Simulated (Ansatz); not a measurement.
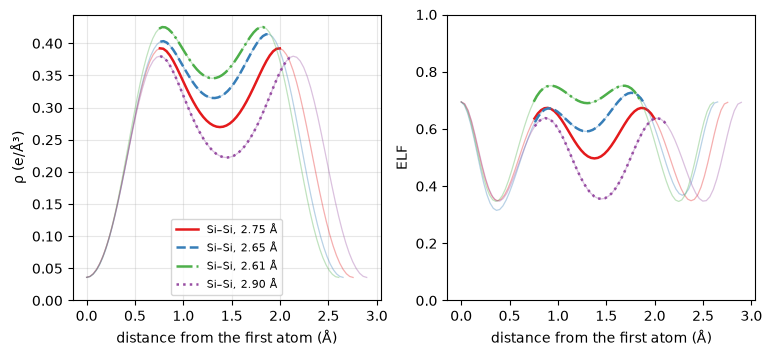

Figure 1: Si. Valence pseudo-density and electron localisation function along straight lines between neighbouring atoms. Thin, pale parts lie inside the atomic spheres.

Space group P2₁/m; a structure from a database of computed crystals, not necessarily the ambient phase; changed on purpose from its base cell (atom 1 (Si) moved by (-0.300, +0.000) A along x and z).

All numbers below come from DFT LDA, scalar-relativistic, plane waves, PAW (Ansatz).

Core electrons are frozen (PAW), and the valence fields are smoothed inside the atomic spheres.

```cif
data_structure
_symmetry_space_group_name_H-M 'P 1'
_symmetry_Int_Tables_number 1
_cell_length_a 2.6511
_cell_length_b 4.5417
_cell_length_c 2.6511
_cell_angle_alpha 90.000
_cell_angle_beta 120.000
_cell_angle_gamma 90.000
_cell_volume 27.64
loop_
_atom_site_label
_atom_site_type_symbol
_atom_site_fract_x
_atom_site_fract_y
_atom_site_fract_z
_atom_site_occupancy
Si1 Si 0.77675 0.75000 0.66667 1
Si2 Si 0.22325 0.25000 0.33333 1
```

### Compare the contacts.

Si–Si (2.75 Å): ρ is about 0.27 e/Å³ halfway; the ELF peaks at about 0.65 in the valence shell of Si, 0.9 Å from its nucleus, and is about 0.50 at the midpoint.
Si–Si (2.65 Å): ρ at the midpoint is about 0.31 e/Å³; the ELF peaks at about 0.75 between the atoms.
Si–Si (2.61 Å): ρ is about 0.35 e/Å³ halfway; the ELF peaks at about 0.75 between the atoms.
Si–Si (2.90 Å): ρ is about 0.22 e/Å³ halfway; the ELF peaks at about 0.65 in the valence shell of Si, 0.9 Å from its nucleus, and drops to about 0.35 between the two atoms.
